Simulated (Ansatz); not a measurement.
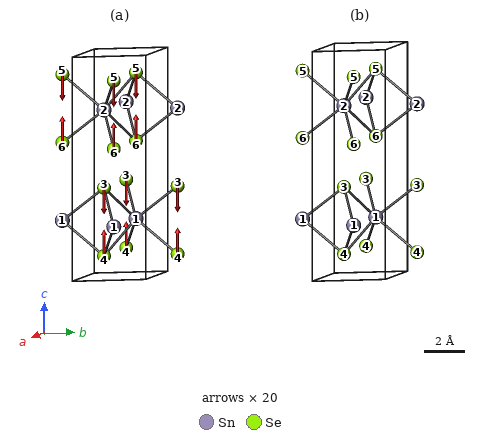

The structure of a crystal of SnSe$_{2}$ (built on the 2H (MoS2) bulk type) before (left) and after (right) a relaxation, at one scale. The red arrows give the displacements (the part carried along by the change of the cell is left out), 20 times their true length.

Style: ball-and-stick. Shown: the cell of the calculation, slightly off an axis.

The calculation used Ansatz, DFT, r2SCAN+rVV10, plane waves, PAW. (plane-wave cutoff 500 eV; k-point mesh 12 × 12 × 2; occupations fermi dirac; smearing width 0.02 eV; no spin polarisation; cell and atoms relaxed; force threshold 0.005 eV/Å)

Describe what moved and what it gained.

Answer. The largest moves relative to the cell, 0.068 Å, are those of Se3, Se4, Se5 and Se6. Se3 goes along −c. Sn stays in place. The volume changes by +1.4 %, with a = b 3.836 → 3.816 Å (−0.5 %), c 11.461 → 11.746 Å (+2.5 %). Near-neighbour distances that change, for instance: Sn1–Se3 2.819 → 2.795 Å. The space group stays P6_3/mmc (No. 194). After 3 accepted moves (4 points after the start) the energy has fallen by 7.7 meV per atom. The largest force component goes from 0.32 to 0.004 eV/Å. Pressure: 0.03 GPa at the start and −0.02 GPa at the end. At 1 point the geometry stayed and the basis and grid were re-selected for the new cell (energy shift of less than 0.05 meV per atom at most each time).
